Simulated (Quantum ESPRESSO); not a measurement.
**Mn₃Si: projected density-of-states run (part 3 of 3)**

The same run, continued: Mn₃Si (Fm-3m, 4 atoms in the cell); Kohn-Sham DFT of a periodic cell, PBEsol, DFT+U, GBRV 1.5 PBEsol, spin-polarised (Quantum ESPRESSO 7.5); cutoff 612.26 eV, 7×7×7 k-mesh, fermi-dirac of 0.05 eV, collinear spins. The structure derives from an entry of the Crystallography Open Database.

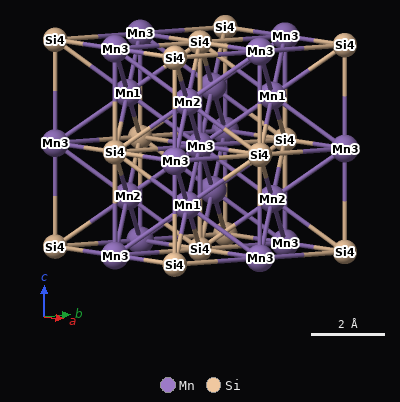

Figure 1. The input geometry (ball-and-stick view of the cell 4 times as large as that of the calculation, set on its symmetry axes, seen at an oblique angle; atoms are numbered from 1 in the order of the input). An atom can appear more than once, as a periodic image.

### What the program printed, continued
```
   -63.5470 -62.6209 -62.6199 -32.4933 -32.4844 -32.4558 -31.5886 -31.5420
   -31.5307 -31.4971 -31.4851 -31.4836   7.7617   9.8930  10.0562  10.9099
    10.9989  11.2015  11.5134  12.1255  12.5084  12.8085  12.9158  13.2790
    13.4192  13.7046  13.7272  14.3519  15.0765  15.6388  15.9186  21.5619
    22.7490  24.8926  27.0355  27.5807  29.0661

          k = 0.0000-0.4041 0.6061 (  1609 PWs)   bands (ev):

   -63.5464 -62.6207 -62.6195 -32.4931 -32.4754 -32.4652 -31.5882 -31.5423
   -31.5184 -31.5108 -31.4864 -31.4814   7.8650   9.9806  10.1030  10.7665
    11.0041  11.3981  11.7738  12.2048  12.2770  12.4859  13.0118  13.0904
    13.1928  13.8769  13.9202  14.3252  14.4655  15.6222  16.1394  22.0429
    24.1828  24.5143  25.1278  28.0053  28.0868

 ------ SPIN DOWN ----------

          k = 0.0000 0.0000 0.0000 (  1639 PWs)   bands (ev):

   -58.8936 -58.4179 -58.4014 -27.9466 -27.9466 -27.9466 -27.4923 -27.4923
   -27.4923 -27.3483 -27.3483 -27.3483   6.2853  15.4011  15.4011  15.4011
    16.4580  16.4580  18.4242  18.4242  18.4242  21.1092  21.9601  21.9601
    21.9601  21.9941  21.9941  22.1975  22.1975  23.7800  23.7800  23.7800
    25.7403  25.7403  25.7403  28.2048  28.2048

          k = 0.1010 0.1010-0.1010 (  1594 PWs)   bands (ev):

   -58.8906 -58.4184 -58.4021 -27.9523 -27.9523 -27.9504 -27.4840 -27.4840
   -27.4737 -27.3666 -27.3512 -27.3512   6.5583  14.5899  15.2374  15.2374
    16.7225  16.7225  18.2654  18.4364  18.4364  21.5686  21.5686  21.6754
    21.8276  22.1072  22.1072  22.2433  22.2433  23.8747  23.8747  23.9014
    24.9469  25.5636  25.5636  28.0332  28.0332

          k = 0.2020 0.2020-0.2020 (  1615 PWs)   bands (ev):

   -58.8842 -58.4186 -58.4044 -27.9647 -27.9647 -27.9551 -27.4650 -27.4650
   -27.4356 -27.4091 -27.3591 -27.3591   7.3250  12.9176  14.9946  14.9946
    17.2238  17.2238  18.1299  18.5341  18.5341  20.7965  21.0056  21.0056
    21.9435  21.9435  22.2446  22.2446  22.3808  24.0511  24.1533  24.1533
    25.2634  25.2634  25.5454  28.2535  28.2535

          k = 0.3030 0.3030-0.3030 (  1616 PWs)   bands (ev):

   -58.8794 -58.4174 -58.4078 -27.9742 -27.9742 -27.9545 -27.4482 -27.4482
   -27.4455 -27.4063 -27.3675 -27.3675   8.3117  11.3615  14.8545  14.8545
    17.5958  17.5958  18.4728  18.7516  18.7516  19.4473  20.4700  20.4700
    21.7110  21.7110  22.2349  22.2349  22.5883  24.0979  24.3296  24.3296
    25.1366  25.1366  27.1873  28.9656  28.9656

          k = 0.2020-0.0000 0.0000 (  1607 PWs)   bands (ev):

   -58.8896 -58.4186 -58.4020 -27.9601 -27.9601 -27.9403 -27.4795 -27.4795
   -27.4703 -27.3795 -27.3493 -27.3493   6.6479  14.4238  15.2725  15.2725
    16.6661  16.6848  17.7626  18.6551  18.6551  21.5965  21.5965  21.6183
    21.8782  21.9472  21.9815  22.3918  22.4475  23.1879  24.2488  24.2488
    25.0585  25.0585  25.6367  27.2261  29.5488

          k = 0.3030 0.1010-0.1010 (  1613 PWs)   bands (ev):

   -58.8841 -58.4191 -58.4035 -27.9737 -27.9714 -27.9408 -27.4625 -27.4621
   -27.4396 -27.4176 -27.3553 -27.3541   7.2472  13.3864  14.7987  15.0905
    16.8679  17.0659  17.5760  18.7768  18.8525  20.9566  21.0792  21.4633
    21.8564  21.9115  22.0051  22.3222  22.6457  23.3614  24.0260  24.0558
    25.4028  25.4762  25.8842  27.2916  29.1967

          k = 0.4041 0.2020-0.2020 (  1605 PWs)   bands (ev):

   -58.8788 -58.4179 -58.4071 -27.9826 -27.9757 -27.9491 -27.4572 -27.4438
   -27.4414 -27.4083 -27.3647 -27.3638   8.1857  11.9510  14.3377  14.9088
    16.9560  17.5258  18.1982  18.9719  19.0190  20.1055  20.4289  20.6401
    21.7407  21.9088  21.9698  22.1260  22.6953  23.3489  23.8224  24.5477
    25.8406  25.8525  26.8842  28.0941  29.2218

          k =-0.2020-0.4041 0.4041 (  1596 PWs)   bands (ev):

   -58.8773 -58.4161 -58.4097 -27.9809 -27.9744 -27.9577 -27.4686 -27.4368
   -27.4351 -27.3991 -27.3729 -27.3640   8.6594  11.3228  14.1781  14.8261
    17.0207  17.7939  18.7882  18.7942  19.3090  19.6329  20.0034  20.2970
    21.5820  21.8229  22.1375  22.1388  22.7443  23.5745  23.5935  24.4919
    25.7466  26.0240  28.0309  28.6927  28.8775

          k =-0.1010-0.3030 0.3030 (  1605 PWs)   bands (ev):

   -58.8805 -58.4179 -58.4065 -27.9716 -27.9696 -27.9597 -27.4508 -27.4480
   -27.4420 -27.4180 -27.3687 -27.3553   7.8574  12.4418  14.3223  14.8669
    16.9636  17.7245  18.2798  18.5270  19.0697  20.1101  20.7312  20.8224
    21.6122  22.0257  22.1231  22.3992  22.6646  23.3188  23.7110  24.3968
    25.4884  26.2213  26.2357  27.6892  29.2283

          k =-0.0000-0.2020 0.2020 (  1600 PWs)   bands (ev):

   -58.8864 -58.4187 -58.4032 -27.9655 -27.9567 -27.9531 -27.4721 -27.4687
   -27.4514 -27.3972 -27.3588 -27.3497   6.9957  13.7983  14.8626  15.0274
    16.7790  17.1919  18.1815  18.2441  18.7899  20.9574  21.2210  21.6731
    21.8464  21.9294  22.2033  22.5649  22.5749  23.3358  23.9370  23.9424
    25.0251  25.1485  26.3545  27.0229  29.4348

          k = 0.4041-0.0000 0.0000 (  1612 PWs)   bands (ev):

   -58.8802 -58.4204 -58.4028 -27.9891 -27.9891 -27.9242 -27.4526 -27.4472
   -27.4472 -27.4216 -27.3561 -27.3561   7.6498  13.0126  15.0492  15.0492
    16.3115  16.5766  17.3172  19.1048  19.1048  21.0971  21.0971  21.2414
    21.6593  21.6697  21.9533  22.1901  22.5686  23.4437  23.4437  24.4323
    25.4392  26.3619  26.3619  27.4615  29.5901

          k = 0.5051 0.1010-0.1010 (  1621 PWs)   bands (ev):

   -58.8757 -58.4200 -58.4045 -27.9992 -27.9968 -27.9239 -27.4885 -27.4279
   -27.4257 -27.3984 -27.3665 -27.3645   8.4094  12.3172  14.0918  14.9346
    16.1013  17.0135  17.7399  19.3043  19.3283  20.3697  20.6261  21.3500
    21.4172  21.8199  21.8974  22.0919  22.3609  23.1036  23.1398  25.0074
    25.7627  26.9378  27.1782  28.7119  29.3917

          k =-0.1010-0.5051 0.5051 (  1613 PWs)   bands (ev):

   -58.8742 -58.4166 -58.4094 -27.9970 -27.9904 -27.9395 -27.5026 -27.4150
   -27.4133 -27.3888 -27.3809 -27.3672   9.0226  11.9043  13.0675  14.8397
    16.1723  18.0230  18.1067  19.1866  19.6568  19.9566  20.1398  20.7189
    21.4717  21.6667  21.9908  22.1183  22.3164  22.9603  23.2683  25.0176
    26.9408  26.9773  27.2344  29.0540  29.1437

          k = 0.0000-0.4041 0.4041 (  1610 PWs)   bands (ev):

   -58.8762 -58.4149 -58.4109 -27.9842 -27.9754 -27.9602 -27.4829 -27.4272
   -27.4251 -27.3985 -27.3795 -27.3585   8.6444  12.2339  13.0657  14.8104
    16.5612  18.0917  18.4899  19.1240  19.3068  19.6777  20.3102  20.7630
    21.1485  22.0742  22.1443  22.3130  22.4293  22.8059  23.3917  24.8376
    26.5601  26.9512  26.9688  28.0557  28.7280

          k = 0.6061-0.0000 0.0000 (  1608 PWs)   bands (ev):

   -58.8724 -58.4219 -58.4025 -28.0110 -28.0110 -27.9071 -27.5159 -27.4088
   -27.4088 -27.3830 -27.3752 -27.3752   8.8941  11.8402  14.9156  14.9156
    15.4616  15.8197  18.1130  19.4255  19.4255  20.3653  20.8037  20.8037
    21.6677  21.8081  21.9308  22.1023  22.5241  22.7892  22.7892  25.1663
    25.2650  28.7143  28.7143  28.9927  29.2616

          k =-0.0000-0.6061 0.6061 (  1614 PWs)   bands (ev):

   -58.8719 -58.4205 -58.4046 -28.0100 -28.0080 -27.9143 -27.5223 -27.3979
   -27.3929 -27.3918 -27.3828 -27.3775   9.2048  11.7647  13.6421  14.8762
    15.6202  16.8107  18.2350  19.5554  19.5929  19.7816  20.5823  21.1119
    21.6506  21.7682  21.9052  21.9706  22.1181  22.7288  23.0898  25.1798
    25.6888  28.4139  28.6514  29.5716  29.7863

          k = 0.4041 0.2020 0.0000 (  1612 PWs)   bands (ev):

   -58.8792 -58.4188 -58.4055 -27.9870 -27.9793 -27.9410 -27.4578 -27.4433
   -27.4412 -27.4147 -27.3661 -27.3553   7.9387  12.7263  14.1537  14.7282
    16.8406  17.4804  17.5910  18.9836  19.2174  20.2458  20.8143  21.3583
    21.3861  21.9599  22.0046  22.3566  22.5890  22.9273  23.4773  24.7349
    25.9380  25.9472  26.8282  27.3852  29.6207

          k =-0.2020-0.4041 0.6061 (  1603 PWs)   bands (ev):

   -58.8756 -58.4160 -58.4098 -27.9975 -27.9710 -27.9534 -27.4891 -27.4240
   -27.4225 -27.3950 -27.3766 -27.3631   8.7659  11.9163  13.4947  14.5157
    16.7656  17.7340  18.2790  19.1963  19.5024  19.8037  20.2857  20.6451
    21.4540  21.8573  21.9693  22.1718  22.5133  22.7988  23.4656  25.0411
    26.1638  26.8113  27.4009  28.5503  29.1751

          k =-0.1010-0.5051 0.7071 (  1617 PWs)   bands (ev):

   -58.8732 -58.4189 -58.4066 -28.0117 -27.9914 -27.9270 -27.5123 -27.4089
   -27.4062 -27.3857 -27.3802 -27.3725   9.0239  12.0431  13.6768  14.0325
    16.5660  17.0513  18.0561  19.5007  19.5474  19.8405  20.5022  21.3057
    21.4574  21.7380  22.0280  22.0389  22.0639  22.4222  23.4064  25.3438
    25.9029  27.1902  28.4562  28.8309  30.1025

          k = 0.0000-0.4041 0.6061 (  1609 PWs)   bands (ev):

   -58.8733 -58.4148 -58.4115 -28.0113 -27.9721 -27.9481 -27.5129 -27.4057
   -27.4003 -27.3882 -27.3848 -27.3727   9.2056  12.4418  12.5649  14.0473
    16.6966  17.9252  17.9921  19.2487  19.6491  20.0263  20.1371  21.1100
    21.4368  21.6950  21.8442  22.0835  22.2165  22.2886  23.5648  25.3587
    26.7802  27.1293  27.2887  29.2525  29.4106

     the Fermi energy is    18.2786 ev

!    total energy              =    -641.97922950 Ry
     estimated scf accuracy    <          7.8E-10 Ry
     smearing contrib. (-TS)   =      -0.00140774 Ry
     internal energy E=F+TS    =    -641.97782177 Ry

     The total energy is F=E-TS. E is the sum of the following terms:
     one-electron contribution =    -303.65617898 Ry
     hartree contribution      =     180.55418548 Ry
     xc contribution           =     -84.43458104 Ry
     ewald contribution        =    -434.98463318 Ry
     Hubbard energy            =       0.54338595 Ry

     total magnetization       =    11.50 Bohr mag/cell
     absolute magnetization    =    12.12 Bohr mag/cell

     convergence has been achieved in  15 iterations

     negative rho (up, down):  0.000E+00 4.643E-04

     Forces acting on atoms (cartesian axes, Ry/au):

     atom    1 type  1   force =    -0.00000000    0.00000000   -0.00000000
     atom    2 type  1   force =     0.00000000   -0.00000000    0.00000000
     atom    3 type  1   force =     0.00000000    0.00000000    0.00000000
     atom    4 type  2   force =     0.00000000   -0.00000000   -0.00000000

     Total force =     0.000000     Total SCF correction =     0.000000

     Computing stress (Cartesian axis) and pressure

     negative rho (up, down):  0.000E+00 4.643E-04
          total   stress  (Ry/bohr**3)                   (kbar)     P=      498.42
   0.00338817   0.00000000   0.00000000          498.42        0.00        0.00
   0.00000000   0.00338817   0.00000000            0.00      498.42        0.00
   0.00000000   0.00000000   0.00338817            0.00        0.00      498.42

=------------------------------------------------------------------------------=
   JOB DONE.
=------------------------------------------------------------------------------=
```

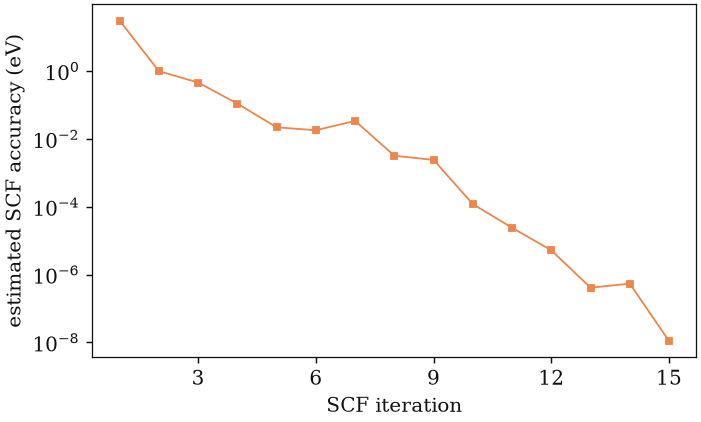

Figure 2. Convergence of the self-consistent field: estimated SCF accuracy against the iteration. The field takes 15 iterations in all.

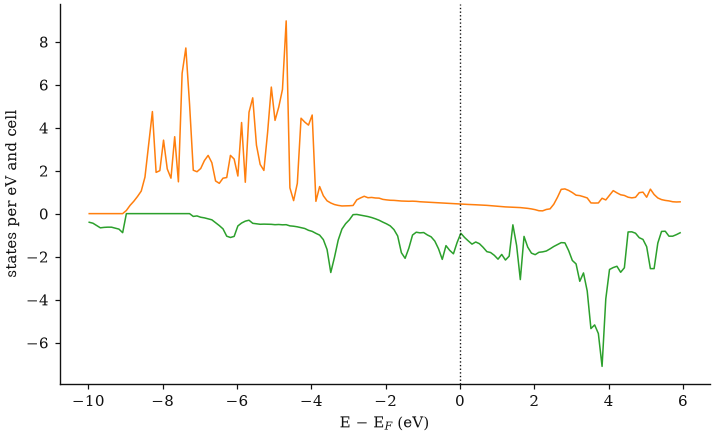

Figure 3. Density of states from the levels on the mesh of the run, whose fine structure reflects that mesh, with energies from the Fermi level of the run (spin down drawn downwards). At the top of the window the curve may fall because the computed bands end.

The run was set up as follows.

### Input
```
&CONTROL
  calculation = 'scf'
  prefix = 'pwscf'
  outdir = './tmp'
  pseudo_dir = './pseudo'
  tprnfor = .true.
  tstress = .true.
  disk_io = 'low'
/
&SYSTEM
  ibrav = 0
  nat = 4
  ntyp = 2
  ecutwfc = 45
  ecutrho = 360
  nbnd = 37
  occupations = 'smearing'
  smearing = 'fd'
  degauss = 0.00367493
  nspin = 2
  starting_magnetization(1) = 0.2667
  starting_magnetization(2) = 0
/
&ELECTRONS
  conv_thr = 8d-10
  electron_maxstep = 120
  mixing_beta = 0.3
/
ATOMIC_SPECIES
Mn    54.9380 mn_pbesol_v1.5.uspp.F.UPF
Si    28.0850 si_pbesol_v1.uspp.F.UPF
CELL_PARAMETERS angstrom
   0.0000000000    2.8610000000    2.8610000000
   2.8610000000    0.0000000000    2.8610000000
   2.8610000000    2.8610000000    0.0000000000
ATOMIC_POSITIONS crystal
Mn     0.7500000000    0.7500000000    0.7500000000
Mn     0.2500000000    0.2500000000    0.2500000000
Mn     0.5000000000    0.5000000000    0.5000000000
Si     0.0000000000    0.0000000000    0.0000000000
K_POINTS automatic
7 7 7 0 0 0
HUBBARD {ortho-atomic}
U Mn-3d 6.0
```

### File nscf.in
```
&CONTROL
  calculation = 'nscf'
  prefix = 'pwscf'
  outdir = './tmp'
  pseudo_dir = './pseudo'
  disk_io = 'low'
/
&SYSTEM
  ibrav = 0
  nat = 4
  ntyp = 2
  ecutwfc = 45
  ecutrho = 360
  nbnd = 37
  occupations = 'tetrahedra_opt'
  nspin = 2
  starting_magnetization(1) = 0.2667
  starting_magnetization(2) = 0
/
&ELECTRONS
  conv_thr = 1d-08
  electron_maxstep = 120
  mixing_beta = 0.3
  startingwfc = 'random'
/
ATOMIC_SPECIES
Mn    54.9380 mn_pbesol_v1.5.uspp.F.UPF
Si    28.0850 si_pbesol_v1.uspp.F.UPF
CELL_PARAMETERS angstrom
   0.0000000000    2.8610000000    2.8610000000
   2.8610000000    0.0000000000    2.8610000000
   2.8610000000    2.8610000000    0.0000000000
ATOMIC_POSITIONS crystal
Mn     0.7500000000    0.7500000000    0.7500000000
Mn     0.2500000000    0.2500000000    0.2500000000
Mn     0.5000000000    0.5000000000    0.5000000000
Si     0.0000000000    0.0000000000    0.0000000000
K_POINTS automatic
11 11 11 0 0 0
HUBBARD {ortho-atomic}
U Mn-3d 6.0
```

### File projwfc.in
```
&PROJWFC
  prefix = 'pwscf'
  outdir = './tmp'
  filpdos = 'p'
  Emin = 3
  Emax = 28
  DeltaE = 0.05
/
```

Command:
```bash
OMP_NUM_THREADS=1 mpirun -n 2 pw.x -nk 2 -in pw.in > pw.out
OMP_NUM_THREADS=1 mpirun -n 2 pw.x -nk 2 -in nscf.in > nscf.out
OMP_NUM_THREADS=1 mpirun -n 1 projwfc.x -in projwfc.in > projwfc.out
```

### Results in brief

```csv
quantity,value
outcome,converged
space group (tolerance 0.01 Å),Fm-3m (225)
electrons treated,49
free energy,−8734.5724 eV
Fermi energy,18.279 eV
gap on the k-point mesh,none (metallic)
net moment of the cell,11.50 μB
integrated absolute moment,12.12 μB
pressure,49.84 GPa
largest force (length of the vector),under 0.001 eV/Å
hardware,"2 threads of Arm Neoverse V2, 24 GiB of memory available, shared host"
wall time,1.9 min (CPU time 3.8 min)
peak memory,0.3 GiB
```

Notes on the run: negative rho. The cell is under a pressure of 50 GPa at this level, so it is not at its equilibrium volume.
